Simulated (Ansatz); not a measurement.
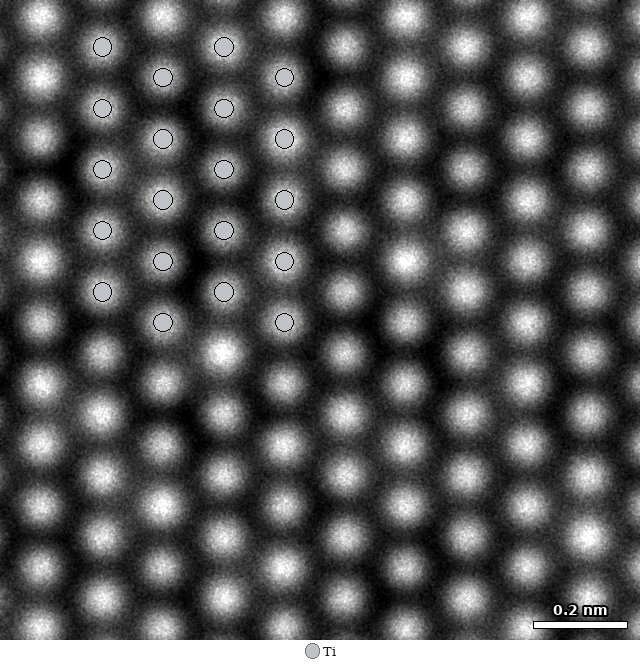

HAADF-like image of Ti (P6/mmm, No. 191) along [201]. The image is simulated as a sum over atoms of Z^1.7, blurred by a 0.72 Å probe (no channelling). Shot noise and the speckle of an amorphous layer were added. Atomic positions: the geometry relaxed with DFT, r2SCAN, plane waves (500 eV) with PAW, scalar-relativistic in Ansatz; the starting structure was generated, so it need not be a known form of this composition.

Coloured dots in one corner mark the columns of the model.

### Interpret the image.

The columns repeat on a centred rectangular net of 1.34 × 2.66 Å (plane group c2mm). All columns are alike (Ti). The shortest distance between visible columns is 1.34 Å in projection. Along the beam the structure repeats every 9.63 Å.
